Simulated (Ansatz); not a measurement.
Run report: Mo3HS6, single-point calculation

- system: Mo3HS6 (slab, 10 atoms in the cell)
- method: DFT PBEsol, scalar-relativistic, plane waves, PAW, no spin polarisation (Ansatz 0.2.0)

The structure derives from an entry of the Crystallography Open Database. It belongs to a series of runs on one base structure; here: H lifted by +1.20 A from its best place. Figures and captions count atoms from 1; the log counts them from 0 in places.

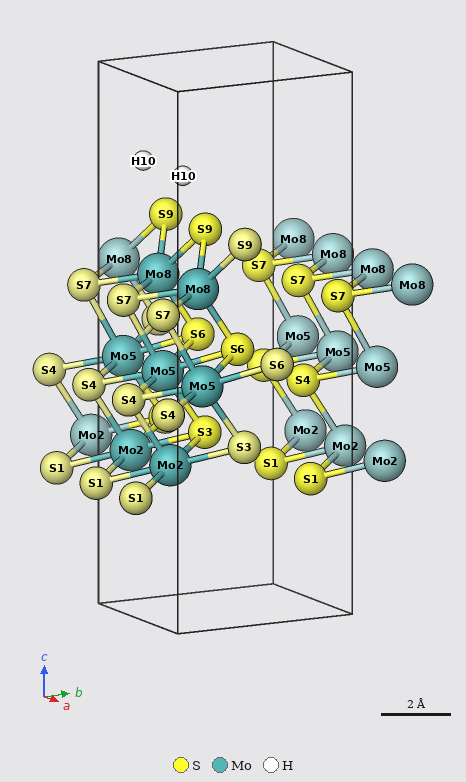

**Figure 1.** The structure (ball-and-stick view of the 2 × 1 repeat of the cell, with the vacuum cut short, seen slightly off an axis; neighbours outside the cell are drawn fainter; atoms are numbered from 1 in the order of the input). An atom can appear more than once, as a periodic image.

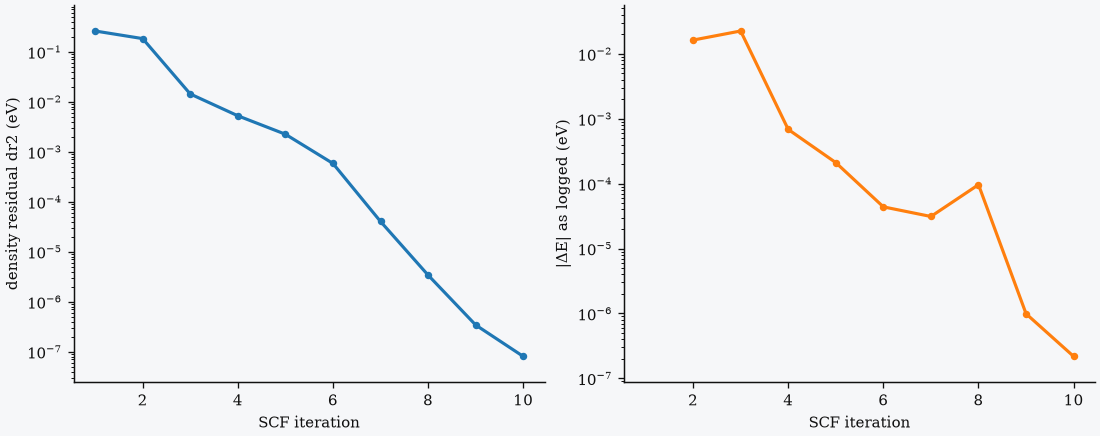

**Figure 2.** Convergence of the self-consistent field: density residual dr2 and size of the energy change against the SCF iteration. The residual falls at every step.

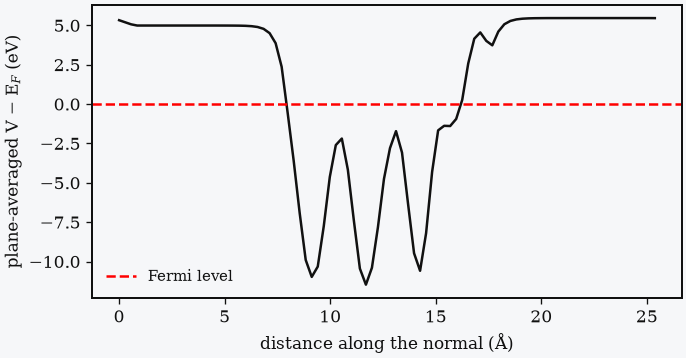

**Figure 3.** Plane average of the electrostatic potential energy of an electron across the cell, from the Fermi level. The vacuum level lies 5.47 eV above the Fermi level on the upper side and 4.99 eV on the lower.

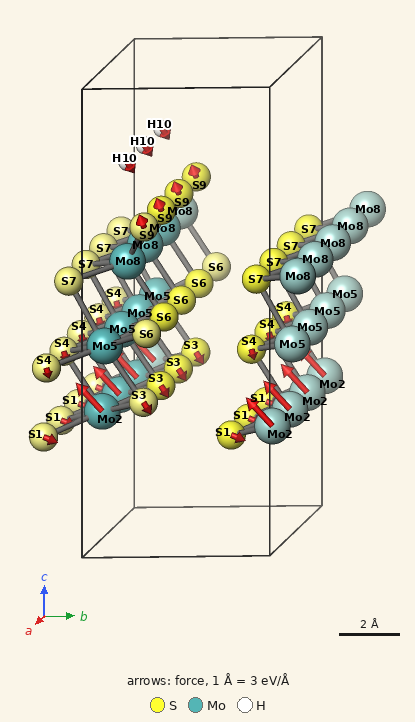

**Figure 4.** Forces on the atoms as red arrows (ball-and-stick view of the 3 × 1 repeat of the cell, with the vacuum cut short, seen slightly off an axis; neighbours outside the cell are drawn fainter; atoms are numbered from 1 in the order of the input); the smallest are left out. The largest act on Mo2 (3.98 eV/Å); S9 (1.65 eV/Å); S1 (1.61 eV/Å); H10 (1.54 eV/Å), among others. The geometry is not a stationary point of this energy.

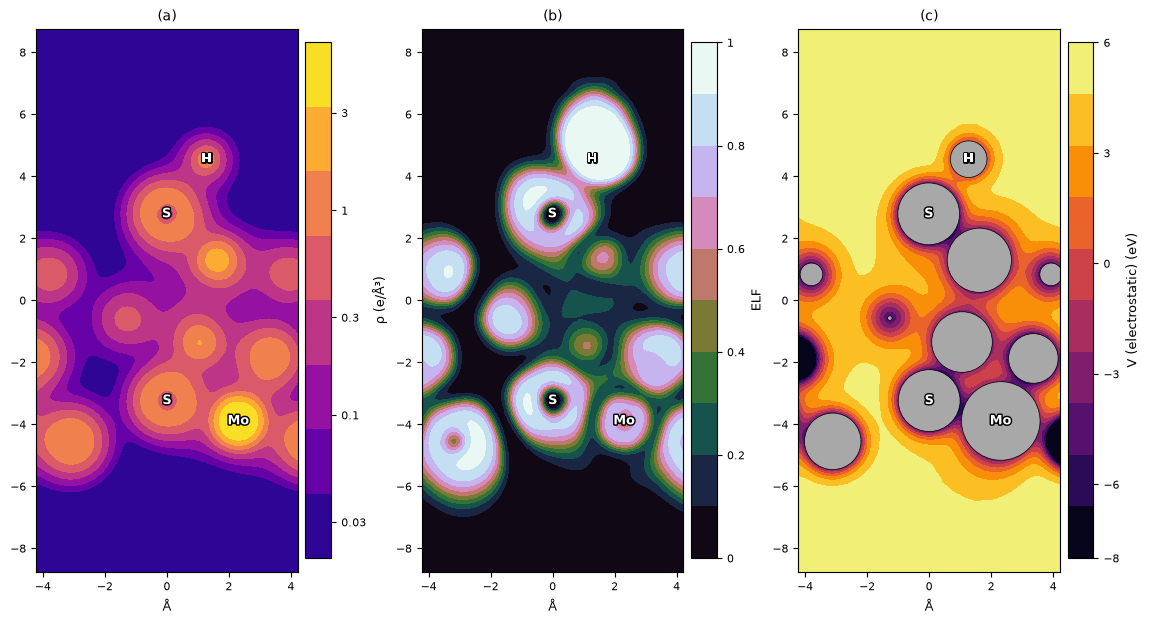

**Figure 5.** (a) valence pseudo-density; (b) ELF; (c) electrostatic potential energy of an electron on the (110) plane of the calculation cell, a cut from vacuum to vacuum. Grey discs, where drawn, cover atomic cores. Mo–S (2.41 Å): ρ at the midpoint is about 0.57 e/Å³; the ELF is about 0.35 at the midpoint. The density dies away to nearly zero in the vacuum. The strong features right at Mo lie inside the PAW spheres (semicore, d or f shells) and say nothing about bonding. In a PAW calculation such maps are meaningful between the atoms, not at the nuclei.

The input that produced these results follows, with the program's output.

### Input
```yaml
crystal:
  lattice:
    - [3.1204068985, 0.0, 0.0]
    - [-1.5602034492, 6.1523257957, 0.0]
    - [0.0, 0.0, 25.6597815141]
  atoms:
    - { symbol: S, position: [0.8927216587, 0.7854433174, 0.3312576919] }
    - { symbol: Mo, position: [0.532155393, 0.0643107859, 0.3568487551] }
    - { symbol: S, position: [0.1715891272, 0.3431782543, 0.3824398182] }
    - { symbol: S, position: [0.4248770516, 0.8497541032, 0.4354374436] }
    - { symbol: Mo, position: [0.0634283179, 0.1268429315, 0.4560351157] }
    - { symbol: S, position: [0.7047428115, 0.4094654124, 0.4861970894] }
    - { symbol: S, position: [0.9628665561, 0.9257405526, 0.5411345583] }
    - { symbol: Mo, position: [0.6028601598, 0.205722103, 0.5588565878] }
    - { symbol: S, position: [0.1730160878, 0.3460381128, 0.6172031673] }
    - { symbol: H, position: [0.3396827545, 1.1793714461, 0.6859383869] }
basis:
  ecutwfc: 420
kpoints:
  mp_grid: { grid: [10, 5, 1] }
hamiltonian:
  xc: pbesol
scf:
  occupations: { method: gaussian, width: 0.1 }
output:
  forces: true
  stress: true
  eigenvalues: true
  write_density: true
  write_potential: true
  elf: true
  volumetric_format: npy
efield:
  axis: 3
  dipole_correction: true
  ramp_width: 0.04
```

Launched with:
```bash
ansatz run input.yaml --threads 4 --pin off --max-ram 10240MiB --backend cpu --events-out ev --progress --plain --runs-dir out
```

### What the program printed
```
Engine: ansatz 0.2.0, x86_64-unknown-linux-gnu
Pseudopotentials: kind: paw
Pseudopotential: S, paw, valence charge 6, recommended cutoff 420 eV (normal), S.paw.azcp
Pseudopotential: Mo, paw, valence charge 14, recommended cutoff 420 eV (normal), Mo.paw.azcp
Pseudopotential: H, paw, valence charge 1, recommended cutoff 420 eV (normal), H.paw.azcp
Functional definition: PBEsol
  exchange = pbesol_x
  correlation = pbesol_c
Crystal: 10 atoms, lattice volume = 492.610 Å³
Basis set: ecut = 420 eV, 9633 PW (Γ), exchange–correlation on 48×90×360 points (8 copies of the dense FFT grid, shifted against one another)
Bands: 50, of which v1, the nominal top of the filled ones, is band 40 counted from 1 (39 counted from 0)
Symmetry: 1 space group operations
Space group: P1 (ITA 1), of the structure as read, at distance tolerance 7.9e-5 Å
k-points: 26 of 50 (time reversal used)
Non-local potential: S, projectors of the file, l = 0: 2, l = 1: 2, l = 2: 2
Non-local potential: Mo, projectors of the file, l = 0: 3, l = 1: 2, l = 2: 2, l = 3: 1
Non-local potential: H, projectors of the file, l = 0: 2, l = 1: 1
PAW form: soft (Blöchl's): semilocal exchange-correlation on the pseudo side does not see the compensation charge
PAW frozen core: S, regenerated for the run's functional, and the local potential with it (the file was generated under x = pbe(κ = 0.804, μ = 0.2195149727645171), c = pbe(β = 0.06672455060314922))
PAW frozen core: Mo, regenerated for the run's functional, and the local potential with it (the file was generated under x = pbe(κ = 0.804, μ = 0.2195149727645171), c = pbe(β = 0.06672455060314922))
PAW one-centre angular grid: S, 110 points (default); XC on 64 Gauss nodes
PAW one-centre angular grid: Mo, 590 points (default); XC on 64 Gauss nodes
PAW one-centre angular grid: H, 110 points (default); XC on 64 Gauss nodes
Initial density: superposition of atomic densities (neutral atoms: chi_scale 0, normalization atom), corrected by the library's trained network
Initial wavefunctions: pseudopotential atomic-orbital guess
Functional: x = pbesol(κ = 0.804, μ = 0.12345679012345678), c = pbesol(β = 0.046)
SCF iter   1: F=—  HF=-20019.695200 eV  |F-HF|=—  |Δ(HF+E_count)|=         —  Δρ=6.32e-3  dr2=2.60e-1  ethr=1.77e-3  p=-0.103 e·Å  D=-3.78e-2 V/Å  ΔV_dip=0.97 eV  dr2_dipole=4.12e-4  V_vac-E_F(+/−)=5.52/4.55 eV  ⟨swp⟩=9.9  Hψ=6594  notcnv=0
efield: sawtooth ramp at fractional position 0.9886 (placed from the atoms, in the widest stretch of the axis that holds none; the zero of the levels goes with the place), width 0.0400; the density the first Hamiltonian is built on has a dipole p = -0.103 e·Å; the dipole correction subtracts the counter field D = -3.78e-2 V/Å, which shifts the + side's vacuum level by +0.97 eV against the − side's; the planar-averaged density in the ramp window peaks in size at 5.1e-6 e/Å³
preconditioner: auto → LDOS  [metal: Δε(μ)=0.006 eV  Ē_g=7.245 eV  σ=0.100 eV  W_gap=0.03  n_scr=46 (ndim 8)  ℏωp=12.4 eV  f_vac=0.595  D(μ)=6.89/eV (n_scr^D=30)  β→1.0]
SCF iter   2: F=—  HF=-20019.678927 eV  |F-HF|=—  |Δ(HF+E_count)|=   1.63e-2  Δρ=4.29e-3  dr2=1.83e-1  ethr=3.29e-4  p=-0.038 e·Å  D=-1.40e-2 V/Å  ΔV_dip=0.36 eV  dr2_dipole=2.23e-3  V_vac-E_F(+/−)=5.50/5.14 eV  ⟨swp⟩=2.0  Hψ=2330  notcnv=0  defer=50
SCF iter   3: F=—  HF=-20019.656440 eV  |F-HF|=—  |Δ(HF+E_count)|=   2.25e-2  Δρ=1.03e-3  dr2=1.43e-2  ethr=2.32e-4  p=-0.058 e·Å  D=-2.13e-2 V/Å  ΔV_dip=0.55 eV  dr2_dipole=1.19e-4  V_vac-E_F(+/−)=5.49/4.95 eV  ⟨swp⟩=2.0  Hψ=1819  notcnv=0  defer=50
SCF iter   4: F=—  HF=-20019.655756 eV  |F-HF|=—  |Δ(HF+E_count)|=   6.85e-4  Δρ=5.72e-4  dr2=5.24e-3  ethr=1.81e-5  p=-0.053 e·Å  D=-1.95e-2 V/Å  ΔV_dip=0.50 eV  dr2_dipole=6.13e-4  V_vac-E_F(+/−)=5.49/4.98 eV  ⟨swp⟩=2.0  Hψ=1782  notcnv=0  defer=50
SCF iter   5: F=—  HF=-20019.655545 eV  |F-HF|=—  |Δ(HF+E_count)|=   2.11e-4  Δρ=3.55e-4  dr2=2.24e-3  ethr=6.63e-6  p=-0.052 e·Å  D=-1.90e-2 V/Å  ΔV_dip=0.49 eV  dr2_dipole=5.06e-4  V_vac-E_F(+/−)=5.48/4.99 eV  ⟨swp⟩=1.4  Hψ=1326  notcnv=0  defer=50
SCF iter   6: F=—  HF=-20019.655501 eV  |F-HF|=—  |Δ(HF+E_count)|=   4.39e-5  Δρ=1.75e-4  dr2=5.83e-4  ethr=2.83e-6  p=-0.050 e·Å  D=-1.85e-2 V/Å  ΔV_dip=0.47 eV  dr2_dipole=9.61e-5  V_vac-E_F(+/−)=5.47/4.99 eV  ⟨swp⟩=1.7  Hψ=1470  notcnv=0  defer=50
SCF iter   7: F=—  HF=-20019.655470 eV  |F-HF|=—  |Δ(HF+E_count)|=   3.12e-5  Δρ=4.90e-5  dr2=4.03e-5  ethr=7.38e-7  p=-0.050 e·Å  D=-1.85e-2 V/Å  ΔV_dip=0.48 eV  dr2_dipole=1.03e-5  V_vac-E_F(+/−)=5.47/4.99 eV  ⟨swp⟩=2.0  Hψ=1641  notcnv=0  defer=50
SCF iter   8: F=—  HF=-20019.655373 eV  |F-HF|=—  |Δ(HF+E_count)|=   9.64e-5  Δρ=1.54e-5  dr2=3.41e-6  ethr=5.10e-8  p=-0.050 e·Å  D=-1.85e-2 V/Å  ΔV_dip=0.47 eV  dr2_dipole=4.19e-7  V_vac-E_F(+/−)=5.47/4.99 eV  ⟨swp⟩=2.3  Hψ=1861  notcnv=0  defer=31
SCF iter   9: F=—  HF=-20019.655374 eV  |F-HF|=—  |Δ(HF+E_count)|=   9.90e-7  Δρ=5.59e-6  dr2=3.43e-7  ethr=4.32e-9  p=-0.050 e·Å  D=-1.85e-2 V/Å  ΔV_dip=0.48 eV  dr2_dipole=6.92e-9  V_vac-E_F(+/−)=5.47/4.99 eV  ⟨swp⟩=2.0  Hψ=1879  notcnv=0  defer=31
SCF iter  10: F=-20019.655375 eV  HF=-20019.655375 eV  |F-HF|=2.29e-8  |Δ(HF+E_count)|=   2.18e-7  Δρ=2.47e-6  dr2=8.07e-8  ethr=1.27e-10  p=-0.050 e·Å  D=-1.85e-2 V/Å  ΔV_dip=0.48 eV  dr2_dipole=5.05e-9  V_vac-E_F(+/−)=5.47/4.99 eV  ⟨swp⟩=18.9  Hψ=10879  notcnv=0
SCF 1 converged in 10 iterations: F = -20019.655375 eV  dr2 = 8.07e-8
  greatest PAW one-centre occupation: 0.999 electrons in one spin orbital (limit 2), on the Mo atom at site 7 (counted from 0), in its partial waves of l = 0
WARN: The output density's exchange-correlation potential varies sharply where the density is thin. Do not read a vacuum level from v_tot or v_xc, or from such a field of the output density. On a cell that repeats whose density bears no net charge and no dipole along the vacuum's axis use v_es (v_loc + v_h of the components); under efield.dipole_correction with no amplitude use v_es + v_field, which holds any external_charges[].barrier, or the levels of the report's work_function block, which leave it out; under a non-zero efield.amplitude the vacuum is tilted and has no level; on a cell that repeats and bears such a dipole with no correction it is tilted too, and efield.dipole_correction with no amplitude gives each side of its ramp a level where efield: is served; in a cell that repeats whose density bears a net charge (total_charge, or a fill off its count) it is curved and has none; of a slab under crystal.periodic whose density bears no net charge use v_es, which has a level on each side, short of where the two are joined; of another it falls or rises all the way out and has none; of a slab beside external_charges read slab_vacuum_level instead, which it has where they leave it neutral. The grid or the basis barely resolves most such structure, and the values can differ between equally converged runs; as a rule a tighter scf.convergence.dr2_threshold does not remove it. Where the density itself ripples (under the LDA too) a higher basis.ecutwfc lessens it. The files hold the spikes' plane waves up to the density's cutoff. Files: v_tot_of_output_density and the like, and their columns of v_z.tsv (output.write_potential); v_xc_of_output_density and the like, and their columns of v_comp_z.tsv (output.write_potential_components). Measured: with its Gaussian average of σ = 0.25 Å subtracted twice, the exchange-correlation potential is over 0.1 eV at 1284 of the grid points where the equally averaged density (valence and model cores) is under 1e-3 e/Å³, and 0.636 eV at the most among them, at an averaged density of 3.7e-4 e/Å³. The input density's (outcome.potential() and, of a run that writes arrays, v_tot and v_xc) is over 0.1 eV, so measured, at 1349 points of its own thin density, 0.642 eV at the most. See output.write_potential in the manual, Limitations
SCF converged after 10 iterations
Free energy (F): -20019.655375 eV
Harris-Foulkes:  -20019.655375 eV  (|F-HF|=2.29e-8)
Internal energy: -20019.617677 eV  (E = F + TS)
E sigma→0 (E₀):  -20019.636526 eV
Entropy (-TS):   -0.037698 eV (-3.770 meV/atom)
Fermi energy:    0.092105 eV
Dipole field:    D = -0.018467 V/Å  (p = -0.050273 e·Å, saw-weighted, corrected)
Work function:   Φ+ = 5.4659 eV   Φ− = 4.9920 eV
Levels:          The Fermi level and band energies are counted from a zero that moves with the ramp; work functions are not
--- Per-component energies (eV) ---
  E_band       = -1305.133196
  E_kinetic    = 1972.680676
  E_local      = -63805.425762  (includes V_loc(G=0)·N_el)
  E_nonlocal   = 608.117928
  E_hartree    = 30800.993274
  E_xc         = -1128.348200
  E_vxc        = -1215.200733  (∫ρ·V_xc dr)
  E_paw        = -12936.707608  (= ΣΔE_a)
  E_vpaw       = -465.604732  (= ΣTr[D̂ρ^β])
  E_aug_tail   = -0.000695  (compensation charges beyond the density's cutoff)
  E_efield     = 0.000464  (sawtooth field / dipole correction)
  E_vefield    = -1.670306  (∫n·V_field dr)
  E_ewald      = 24468.072653
  E_core_change = 0.999594  (= ΣΔE_core)
  E_smearing   = -0.037698  (= −TS)
  E_closure    = -0.000000  (closes the sum)
  Σ components = -20019.655375   (vs F -20019.655375, Δ=0.00e0)
--- Forces (eV/Å), atoms counted from 1 ---
  atom   1  S      0.00465593     1.51348122    -0.55767450
  atom   2  Mo     0.02923876    -2.75273329     2.87935378
  atom   3  S     -0.00274555     0.84286312    -1.26284471
  atom   4  S      0.00221685     0.31010286    -1.13078788
  atom   5  Mo     0.02465943     0.11983813     0.00395345
  atom   6  S      0.08434969    -0.01861526    -0.04782077
  atom   7  S      0.04897616     0.07035836    -0.04901627
  atom   8  Mo    -0.35724982    -0.37436849     0.00676900
  atom   9  S      0.73919600    -0.36973172     1.43191984
  atom  10  H     -0.57330100     0.65881803    -1.27386698
  max |Σ_I F_I| component: 1.50e-5 eV/Å
--- Stress (GPa, compression-positive) ---
       -0.842367       0.236043      -0.384011
        0.236043      -0.438096       0.622364
       -0.384011       0.622364      -1.391809
  P = ⅓ Tr σ = -0.8908 GPa (-8.908 kbar)
--- Band table (eV; the first three rows and the last of 26) ---
  k-point 0: bands = ["-61.4610", "-61.2996", "-61.1218", "-35.7507", "-35.6081", "-35.5087", "-35.4846", "-35.4762", "-35.2741", "-35.2486", "-35.2309", "-35.1761", "-14.6783", "-13.7220", "-13.3768", "-13.3034", "-12.7595", "-12.1949", "-6.5447", "-6.0913", "-5.6325", "-5.2719", "-4.6276", "-4.2633", "-4.0148", "-3.7444", "-3.6524", "-3.5154", "-3.1875", "-2.8342", "-2.3526", "-2.0305", "-1.7412", "-1.6810", "-1.4931", "-1.2598", "-0.9366", "-0.7860", "-0.7272", "-0.3370", "-0.0530", "0.2562", "1.1250", "1.4077", "1.5024", "2.1121", "2.2371", "2.4372", "3.3527", "3.5691"]
  k-point 1: bands = ["-61.4610", "-61.2996", "-61.1218", "-35.7507", "-35.6081", "-35.5087", "-35.4846", "-35.4762", "-35.2741", "-35.2486", "-35.2309", "-35.1761", "-14.5932", "-13.7008", "-13.4281", "-13.3485", "-12.7738", "-12.2605", "-6.3002", "-6.1962", "-5.5676", "-5.1587", "-4.6751", "-4.2245", "-4.0008", "-3.7574", "-3.6284", "-3.5088", "-3.1749", "-3.0255", "-2.3982", "-2.1365", "-1.9463", "-1.7542", "-1.5673", "-1.0366", "-0.9776", "-0.8041", "-0.5983", "-0.2946", "-0.0533", "0.2060", "1.1446", "1.4364", "1.4600", "2.0881", "2.1872", "2.3938", "3.4631", "3.7068"]
  k-point 2: bands = ["-61.4610", "-61.2996", "-61.1218", "-35.7507", "-35.6081", "-35.5088", "-35.4846", "-35.4762", "-35.2742", "-35.2486", "-35.2309", "-35.1761", "-14.3961", "-13.7823", "-13.5448", "-13.3223", "-12.7920", "-12.3769", "-6.3410", "-5.7320", "-5.4474", "-5.0532", "-4.8005", "-4.2916", "-3.9491", "-3.7519", "-3.5969", "-3.5012", "-3.3889", "-3.1476", "-2.5756", "-2.2881", "-1.9881", "-1.7831", "-1.5788", "-1.0799", "-0.9704", "-0.8400", "-0.4940", "-0.1407", "-0.0355", "0.1348", "1.1260", "1.3971", "1.5229", "2.0251", "2.0579", "2.3644", "3.6156", "3.7815"]
  k-point 25: bands = ["-61.4359", "-61.2736", "-61.0989", "-35.8088", "-35.7167", "-35.6000", "-35.5609", "-35.4685", "-35.4264", "-35.3956", "-35.2697", "-35.2177", "-13.1520", "-12.9498", "-12.7156", "-12.5921", "-12.2419", "-11.6988", "-6.5903", "-6.4470", "-5.7802", "-5.3871", "-5.0201", "-4.8196", "-4.5356", "-4.3274", "-4.1162", "-4.0293", "-3.7479", "-3.6298", "-3.3603", "-3.1102", "-2.8836", "-2.6445", "-2.3206", "-1.6970", "-1.5323", "-0.5182", "0.1127", "0.4715", "0.7491", "1.1330", "1.4137", "1.8228", "2.0377", "2.1029", "2.2607", "2.4521", "3.0218", "4.2355"]
```

### Summary

- outcome: converged
- electrons treated: 79
- free energy: −20019.6554 eV
- work function, top face: 5.47 eV
- work function, bottom face: 4.99 eV
- Fermi energy: 0.092 eV
- gap on the k-point mesh: none (metallic)
- work function (upper face): 5.47 eV
- largest force (length of the vector): 3.984 eV/Å
- hardware: 4 threads of Intel Xeon @ 2.50GHz (Skylake/Cascade Lake), 32 GiB of memory available, shared host
- wall time: 19 s (CPU time 74 s)
- peak memory: 1.2 GiB

### Remarks

The program warns: the exchange-correlation potential is rough where the density is thin. The cell holds an odd number of electrons but the run has no spin polarisation, so a band is left half filled.
